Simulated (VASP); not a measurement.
## Geometry relaxation, with input and output: Sr4Ti4HO11 (part 4 of 6)

Continued. System: Sr4Ti4HO11 (defect cell, 20 atoms in the cell). Method: Kohn-Sham DFT of a periodic cell, PBE, VASP PAW PBE potentials, recommended, no spin polarisation (VASP 6.6.1); cutoff 450 eV, 3×3×3 k-mesh, Gaussian smearing of 0.01 eV. The structure derives from an entry of the Crystallography Open Database.

Geometry of the input (Å; fractional positions):
```
-3.9402  3.9402  3.9402
3.9402  -3.9402  3.9402
3.9402  3.9402  -3.9402
Sr 0.5000  0.5000  0.5000
Sr 0.0000  0.0000  0.5000
Sr 0.0000  0.5000  0.0000
Sr 0.5000  -0.0000  -0.0000
Ti 0.9966  0.9964  0.0054
Ti 0.5000  0.5000  0.0000
Ti 0.5000  0.0000  0.5000
Ti 0.9971  0.5026  0.4989
H  0.9967  0.2447  0.2441
O  0.5000  0.7500  0.2500
O  0.5000  0.2500  0.7500
O  0.0000  0.7500  0.7500
O  0.2500  0.0000  0.2500
O  0.7500  0.5000  0.2500
O  0.7500  0.0000  0.7500
O  0.2500  0.5000  0.7500
O  0.2500  0.2500  0.0000
O  0.7500  0.7500  0.0000
O  0.7500  0.2500  0.5000
O  0.2500  0.7500  0.5000
```

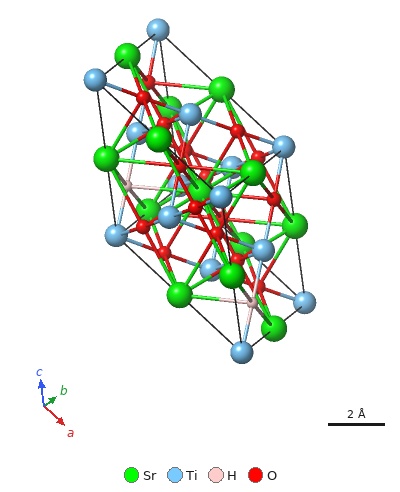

Fig. 1: The input geometry (ball-and-stick view of the cell of the calculation, seen slightly off an axis).

**Parts of OUTCAR, continued**
```
  energy-cutoff  :      450.00
  volume of cell :      244.69
 maximum number of plane-waves:      5314
   NGX = 23   NGY = 23   NGZ = 23

--------------------------------------- Ionic step        1  -------------------------------------------

 number of electron     154.0000512 magnetization

 Free energy of the ion-electron system (eV)
  ---------------------------------------------------
  ext. energy  EPLUGINS =         0.00000000
  ---------------------------------------------------
  free energy    TOTEN  =      -160.23683935 eV

  energy without entropy =     -160.23683935  energy(sigma->0) =     -160.23683935

------------------------ aborting loop because EDIFF is reached ----------------------------------------

  FORCE on cell =-STRESS in cart. coord.  units (eV):
  Direction    XX          YY          ZZ          XY          YZ          ZX
  --------------------------------------------------------------------------------------
  -------------------------------------------------------------------------------------
  Total      -13.1970281    -10.9202454    -10.8146186     -0.1559227     -0.0197360      0.1169398
  in kB      -86.4112481    -71.5033740    -70.8117532     -1.0209480     -0.1292272      0.7656960
  external PRESSURE =     -76.2421251 kB  Pullay stress =       0.0000000 kB

 VOLUME and BASIS-vectors are now :
 -----------------------------------------------------------------------------
  energy-cutoff  :      450.00
  volume of cell :      244.69
      direct lattice vectors                 reciprocal lattice vectors
    -3.940205000  3.940205000  3.940205000     0.000000000  0.126896951  0.126896951
     3.940205000 -3.940205000  3.940205000     0.126896951  0.000000000  0.126896951
     3.940205000  3.940205000 -3.940205000     0.126896951  0.126896951  0.000000000

 POSITION                                       TOTAL-FORCE (eV/Angst)
 -----------------------------------------------------------------------------------
      1.97010      1.97010      1.97010         0.016290      0.243398      0.313652
      1.97010      1.97010     -1.97010         0.261255      0.453113     -0.376579
      1.97010     -1.97010      1.97010        -0.212637     -0.249140      0.325612
     -1.97010      1.97010      1.97010         0.032289     -0.459610     -0.389307
      0.02029      0.02211      7.83169        -2.623487     -0.351850      0.740927
      0.00000      0.00000      3.94021        -0.000398     -0.376935     -0.706182
      0.00000      3.94021      0.00000        -0.000236      0.331862      0.052626
      0.01741      3.91393      3.94328         2.374762      0.415290     -0.068891
     -2.00120      3.92492      3.92925         0.249357      0.026653     -0.005088
      1.97010      0.00000      3.94021        -0.003937      0.003783      0.066148
      1.97010      3.94021      0.00000        -0.002832      0.003168      0.062220
      5.91031      0.00000      0.00000        -0.133006     -0.016656     -0.077649
      0.00000      1.97010      0.00000         0.556713     -0.791583     -0.083721
      0.00000      1.97010      3.94021        -0.528197      0.713182      0.075444
      0.00000      5.91031      0.00000         0.533341      0.733035     -0.082524
      3.94021      1.97010      0.00000        -0.538870     -0.679880      0.076582
      0.00000      0.00000      1.97010         0.543441      0.074609     -0.669906
      0.00000      0.00000      5.91031         0.543873      0.073892      0.755196
      0.00000      3.94020      1.97010        -0.527949     -0.072815      0.710779
      3.94020      0.00000      1.97010        -0.539772     -0.073517     -0.719338
 -----------------------------------------------------------------------------------
    total drift:                                0.002612      0.005736     -0.003859

  FREE ENERGIE OF THE ION-ELECTRON SYSTEM (eV)
  ---------------------------------------------------
  free  energy   TOTEN  =      -160.2368393502 eV

  energy  without entropy=     -160.2368393502  energy(sigma->0) =     -160.23683935

--------------------------------------- Ionic step        2  -------------------------------------------

 number of electron     154.0000123 magnetization

------------------------ aborting loop because EDIFF is reached ----------------------------------------

  FORCE on cell =-STRESS in cart. coord.  units (eV):
  Direction    XX          YY          ZZ          XY          YZ          ZX
  --------------------------------------------------------------------------------------
  -------------------------------------------------------------------------------------
  Total       -8.2629371    -10.3502677    -10.2989950     -0.0374038     -0.0031775      0.0018757
  in kB      -54.1039014    -67.7712852    -67.4355624     -0.2449122     -0.0208053      0.0122818
  external PRESSURE =     -63.1035830 kB  Pullay stress =       0.0000000 kB

 VOLUME and BASIS-vectors are now :
 -----------------------------------------------------------------------------
  energy-cutoff  :      450.00
  volume of cell :      244.69
      direct lattice vectors                 reciprocal lattice vectors
    -3.940205000  3.940205000  3.940205000     0.000000000  0.126896951  0.126896951
     3.940205000 -3.940205000  3.940205000     0.126896951  0.000000000  0.126896951
     3.940205000  3.940205000 -3.940205000     0.126896951  0.126896951  0.000000000

 POSITION                                       TOTAL-FORCE (eV/Angst)
 -----------------------------------------------------------------------------------
      1.97089      1.98184      1.98523         0.014513     -0.223733     -0.317998
      5.92291     -1.94824      1.95194        -0.178131     -0.381626      0.267035
      5.90005      1.95808     -1.95439         0.195997      0.221947     -0.337472
      5.91187      1.94793      1.95132         0.004046      0.379589      0.284774
      3.83394      3.94535      3.92723         1.288968      0.198231     -0.416649
      3.94019      3.92202     -0.03407         0.005503      0.216366      0.373001
     -0.00001      3.95621      0.00254         0.006021     -0.178457     -0.050233
      0.13197      3.93397      3.93996        -1.594730     -0.235683      0.042193
     -1.98917      3.92621      3.92901         0.030512      0.030531      0.038641
      1.96991      0.00018      3.94340         0.016621     -0.008556     -0.039998
      1.96997      3.94036      0.00300        -0.011303     -0.004559     -0.038867
      1.96369      3.93940      3.93646         0.297032      0.003702      0.052329
      0.02686      1.93191     -0.00404         0.050396      0.348510      0.072976
     -0.02548      2.00451      3.94384        -0.051947     -0.329625     -0.061075
      0.02573      5.94567     -0.00398         0.035677     -0.426806      0.072425
      3.91421      1.93730      0.00369        -0.066529      0.389906     -0.063781
      0.02622      0.00360      1.93778         0.042142     -0.063884      0.393386
      0.02624      0.00356      5.94674         0.035922     -0.062894     -0.262445
     -0.02547      3.93669      2.00439        -0.058940      0.063587     -0.395881
      3.91416     -0.00355      1.93540        -0.061769      0.063453      0.387641
 -----------------------------------------------------------------------------------
    total drift:                                0.009749     -0.010649      0.012832

  FREE ENERGIE OF THE ION-ELECTRON SYSTEM (eV)
  ---------------------------------------------------
  free  energy   TOTEN  =      -160.5167370563 eV

  energy  without entropy=     -160.5167370563  energy(sigma->0) =     -160.51673706

--------------------------------------- Ionic step        3  -------------------------------------------

 number of electron     154.0000244 magnetization

------------------------ aborting loop because EDIFF is reached ----------------------------------------

  FORCE on cell =-STRESS in cart. coord.  units (eV):
  Direction    XX          YY          ZZ          XY          YZ          ZX
  --------------------------------------------------------------------------------------
  -------------------------------------------------------------------------------------
  Total      -10.3154769    -10.5686587    -10.5104759     -0.0370311     -0.0116101     -0.0021140
  in kB      -67.5434827    -69.2012613    -68.8202929     -0.2424718     -0.0760203     -0.0138418
  external PRESSURE =     -68.5216790 kB  Pullay stress =       0.0000000 kB

 VOLUME and BASIS-vectors are now :
 -----------------------------------------------------------------------------
  energy-cutoff  :      450.00
  volume of cell :      244.69
      direct lattice vectors                 reciprocal lattice vectors
    -3.940205000  3.940205000  3.940205000     0.000000000  0.126896951  0.126896951
     3.940205000 -3.940205000  3.940205000     0.126896951  0.000000000  0.126896951
     3.940205000  3.940205000 -3.940205000     0.126896951  0.126896951  0.000000000

 POSITION                                       TOTAL-FORCE (eV/Angst)
 -----------------------------------------------------------------------------------
      1.97064      1.97808      1.98038         0.015464     -0.072502     -0.113506
      5.91887     -1.95525      1.95776        -0.035185     -0.112440      0.058084
      5.90334      1.96194     -1.95943         0.064296      0.067396     -0.122228
      5.91137      1.95504      1.95734         0.014278      0.107248      0.066070
      3.87451      3.95079      3.91577        -0.053916      0.012181     -0.025594
      3.94019      3.92785     -0.02315         0.004383      0.039293      0.045262
     -0.00001      3.95108      0.00172         0.004693     -0.021906     -0.018111
      0.09524      3.92755      3.94102        -0.187485     -0.020728      0.004327
     -1.99302      3.92580      3.92909         0.082034      0.029820      0.022549
      1.96997      0.00012      3.94237         0.012248     -0.005157     -0.003068
      1.97001      3.94031      0.00204        -0.009477     -0.002650     -0.002658
      1.96574      3.93966      3.93766         0.133091     -0.001188      0.011447
      0.01825      1.94416     -0.00274         0.205018      0.022880      0.025135
     -0.01731      1.99348      3.94268        -0.201980     -0.025810     -0.017855
      0.01748      5.93433     -0.00270         0.186619     -0.067416      0.025990
      3.92254      1.94782      0.00251        -0.211334      0.051920     -0.019870
      0.01781      0.00245      1.94814         0.195072     -0.022837      0.051708
      0.01783      0.00242      5.93506         0.195910     -0.020194      0.017958
     -0.01730      3.93782      1.99340        -0.202855      0.021125     -0.059306
      3.92251     -0.00241      1.94652        -0.210873      0.020964      0.053663
 -----------------------------------------------------------------------------------
    total drift:                               -0.006691      0.003913      0.016075

  FREE ENERGIE OF THE ION-ELECTRON SYSTEM (eV)
  ---------------------------------------------------
  free  energy   TOTEN  =      -160.6016573090 eV

  energy  without entropy=     -160.6016573090  energy(sigma->0) =     -160.60165731

[... ionic steps 4 to 47 ...]

--------------------------------------- Ionic step       48  -------------------------------------------

 number of electron     154.0000059 magnetization

------------------------ aborting loop because EDIFF is reached ----------------------------------------

  FORCE on cell =-STRESS in cart. coord.  units (eV):
  Direction    XX          YY          ZZ          XY          YZ          ZX
  --------------------------------------------------------------------------------------
  -------------------------------------------------------------------------------------
  Total       -9.8844002     -9.9107520     -9.3511273      0.1491906     -0.2280567     -0.2262655
  in kB      -64.7208870    -64.8934323    -61.2291328      0.9768676     -1.4932651     -1.4815370
  external PRESSURE =     -63.6144840 kB  Pullay stress =       0.0000000 kB

 VOLUME and BASIS-vectors are now :
 -----------------------------------------------------------------------------
  energy-cutoff  :      450.00
  volume of cell :      244.69
      direct lattice vectors                 reciprocal lattice vectors
    -3.940205000  3.940205000  3.940205000     0.000000000  0.126896951  0.126896951
     3.940205000 -3.940205000  3.940205000     0.126896951  0.000000000  0.126896951
     3.940205000  3.940205000 -3.940205000     0.126896951  0.126896951  0.000000000

 POSITION                                       TOTAL-FORCE (eV/Angst)
 -----------------------------------------------------------------------------------
      1.99233      1.98371      1.92888        -0.015389      0.015729     -0.008277
     -1.94724      5.91690      1.95072        -0.009852      0.005930     -0.001832
     -1.95023      1.99766      5.87089        -0.013236      0.008293     -0.006534
      1.99162     -1.93888      5.88344        -0.006386      0.016781     -0.002683
      3.86749      3.97342      3.89212         0.033854      0.015803      0.005407
      0.05567      0.04454      3.88297        -0.017147      0.009048      0.005246
      0.05622      3.98115     -0.05569        -0.012155      0.019406      0.021148
      0.06709      3.97596      3.89399         0.017985     -0.006478     -0.020991
      1.95593     -0.02044      0.02115         0.013076      0.007019      0.004270
      1.94894     -0.01685      3.95797        -0.018097     -0.008492      0.004836
      1.94899      3.91852      0.02624        -0.015800     -0.004624     -0.009793
      1.96022      3.92568      3.94802        -0.016556     -0.003254      0.006960
      0.05555      1.92068      0.02755         0.012023     -0.016378     -0.003336
     -0.08416      1.96996      3.96240         0.008925     -0.027010     -0.000191
      0.05473      5.91209      0.02452         0.005825     -0.002864     -0.006611
      3.85425      1.92106      0.02448         0.000598      0.010531      0.004197
      0.05019     -0.02198      1.97244         0.006035     -0.009366     -0.015714
      0.06268     -0.02048      5.96088         0.008790     -0.013884      0.012773
     -0.09376      3.92158      2.01879         0.007576     -0.010862      0.016886
      3.86113     -0.02147      1.97432         0.009932     -0.005328     -0.005762
 -----------------------------------------------------------------------------------
    total drift:                                0.018603      0.035899     -0.015049

  FREE ENERGIE OF THE ION-ELECTRON SYSTEM (eV)
  ---------------------------------------------------
  free  energy   TOTEN  =      -160.6783958526 eV

  energy  without entropy=     -160.6783958526  energy(sigma->0) =     -160.67839585

--------------------------------------- Ionic step       49  -------------------------------------------

 number of electron     154.0000063 magnetization

------------------------ aborting loop because EDIFF is reached ----------------------------------------

  FORCE on cell =-STRESS in cart. coord.  units (eV):
  Direction    XX          YY          ZZ          XY          YZ          ZX
  --------------------------------------------------------------------------------------
  -------------------------------------------------------------------------------------
  Total       -9.9181545     -9.7552107     -9.3342568      0.1570189     -0.2426134     -0.2270962
  in kB      -64.9419027    -63.8749819    -61.1186681      1.0281251     -1.5885797     -1.4869758
  external PRESSURE =     -63.3118509 kB  Pullay stress =       0.0000000 kB

 VOLUME and BASIS-vectors are now :
```
